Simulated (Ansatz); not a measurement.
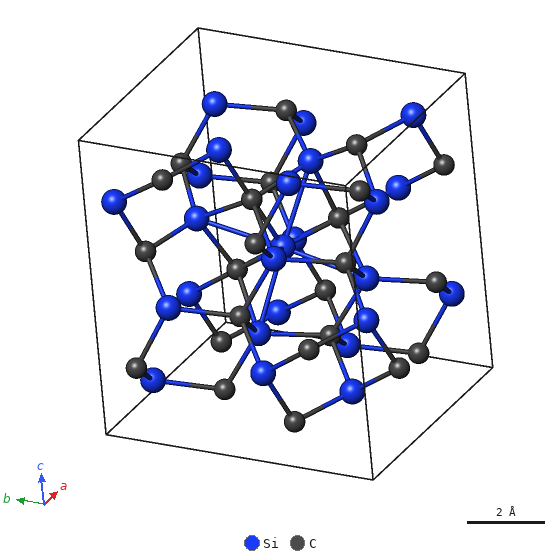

A ball-and-stick picture of a crystal structure, seen from a general direction. The supercell is drawn as a box. The host is SiC, in a cell of 48 sites, and the cell carries a charge of +3.

Identify the point defect.

Answer. An interstitial silicon atom. It is bonded to six Si and three C (about 2.4 Å to Si, 1.8 Å to C).

Run with DFT PBE, scalar-relativistic, plane waves, PAW in Ansatz 0.2.0 and these settings: cutoff 420 eV, a 2×2×2 mesh of k-points, Gaussian smearing of 0.01 eV, collinear spins.

Does the defect carry a magnetic moment?

Answer. Yes, 1.0 μB in the cell.

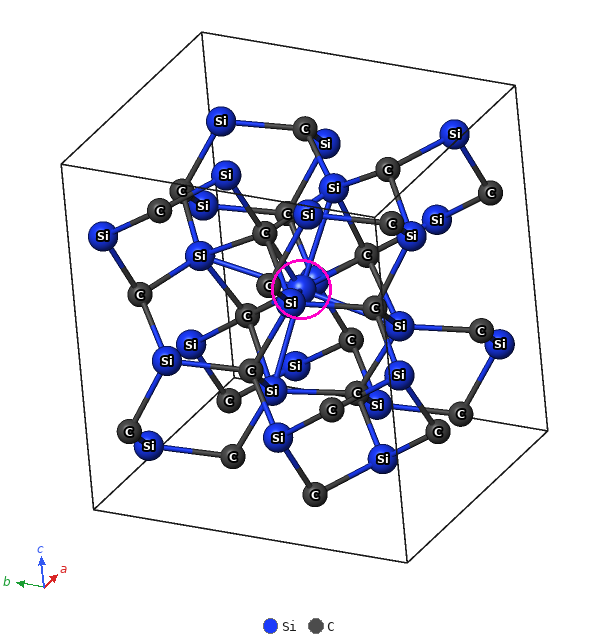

The same cell with a ring at the defect's site.

The atoms were relaxed in the host's cell with DFT PBE, scalar-relativistic, plane waves, PAW (Ansatz 0.2.0).
